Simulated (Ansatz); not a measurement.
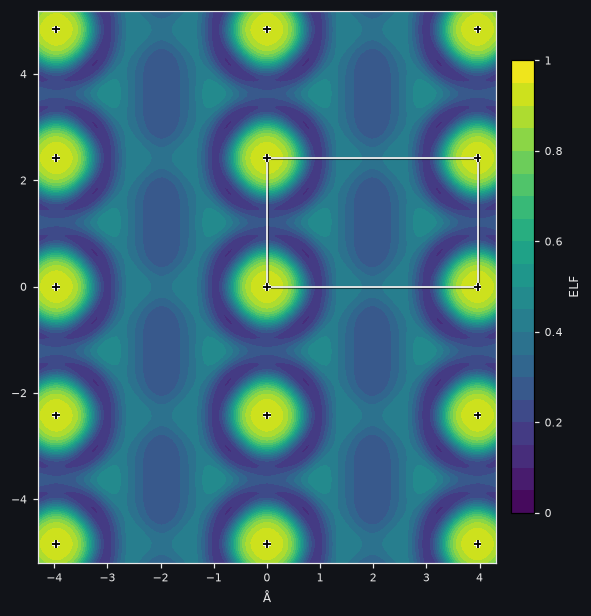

The electron localisation function on a plane through atoms (crosses mark nuclei in the plane).

Theory: DFT LDA, scalar-relativistic, plane waves, PAW (Ansatz).

Candidates:
A. Si, a = 5.40 Å, b = 5.40 Å, c = 5.40 Å, α = 90.00°, β = 90.00°, γ = 90.00°. Space group Fd-3m; a structure from a database of computed crystals, not necessarily the ambient phase.
B. Cr, a = 3.96 Å, b = 3.96 Å, c = 2.42 Å, α = 35.09°, β = 90.00°, γ = 90.00°. Space group I4/mmm; a structure from a database of computed crystals, not necessarily the ambient phase; changed on purpose from its base cell (band edges of the strained film's bulk); computed pressure about −2 GPa in this cell; computed without spin polarisation.
C. SnO, a = 3.07 Å, b = 5.20 Å, c = 5.03 Å, α = 90.00°, β = 90.00°, γ = 90.00°. Space group Pmn2₁; a structure from a database of computed crystals, not necessarily the ambient phase; not relaxed (largest force 0.8 eV/Å); computed pressure about −3 GPa in this cell.

Q: Which candidate gave the map?

A: Candidate B: Cr on the (010) plane of the calculation cell, which holds Cr. Cr–Cr (2.42 Å): the ELF is about 0.25 at the midpoint: no localised pair shows between them.
